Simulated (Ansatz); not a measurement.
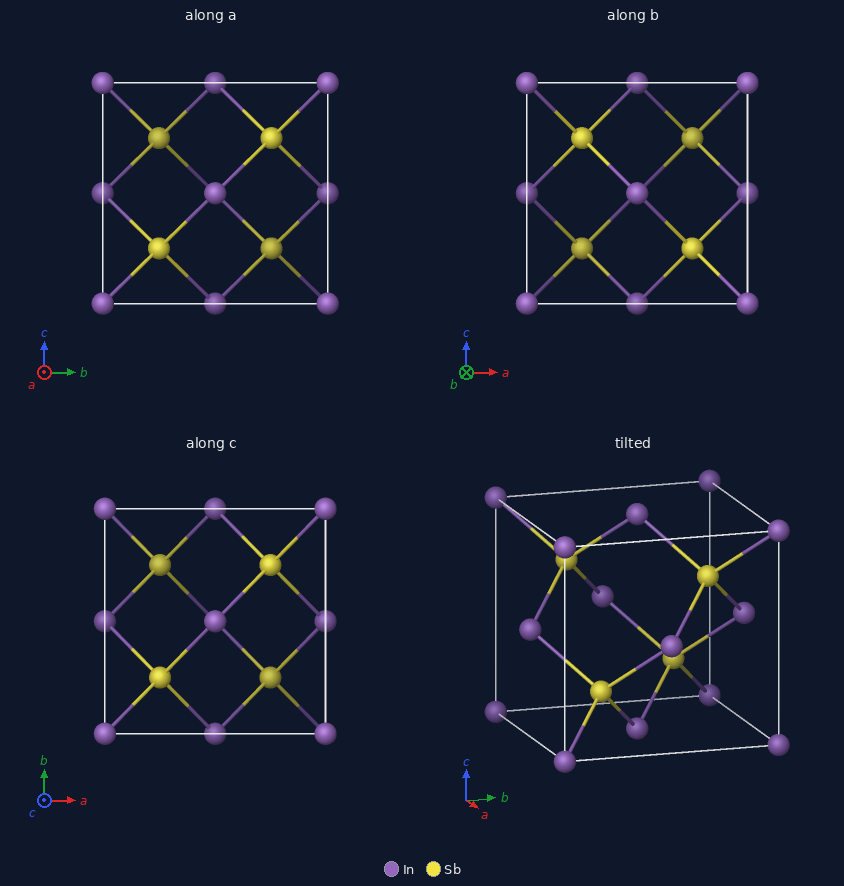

The image is a ball-and-stick drawing of a crystal, viewed along the a axis, along the b axis, along the c axis and slightly off an axis. One drawn cell (a repeat of the simulation cell) is framed, with atoms on its boundary repeated.

Lattice parameters: a = 6.4934 Å, b = 6.6226 Å, c = 6.4934 Å, α = 90.000°, β = 90.000°, γ = 90.000°.

Put the structure into a CIF in P1 with every atom of the cell.

Answer.
```cif
data_structure
_symmetry_space_group_name_H-M 'P 1'
_symmetry_Int_Tables_number 1
_cell_length_a 6.4934
_cell_length_b 6.6226
_cell_length_c 6.4934
_cell_angle_alpha 90.000
_cell_angle_beta 90.000
_cell_angle_gamma 90.000
_cell_volume 279.24
loop_
_atom_site_label
_atom_site_type_symbol
_atom_site_fract_x
_atom_site_fract_y
_atom_site_fract_z
_atom_site_occupancy
In1 In 0.0000 0.0000 0.0000 1
Sb1 Sb 0.7500 0.2500 0.2500 1
In2 In 0.5000 0.0000 0.5000 1
Sb2 Sb 0.2500 0.2500 0.7500 1
In3 In 0.5000 0.5000 0.0000 1
Sb3 Sb 0.2500 0.7500 0.2500 1
In4 In 0.0000 0.5000 0.5000 1
Sb4 Sb 0.7500 0.7500 0.7500 1
```

Its origin is a structure type filled with these elements by a generator (whether the compound takes this form wasn't checked). The cell was then strained or its atoms displaced on purpose. It was run through Ansatz as a DFT input.
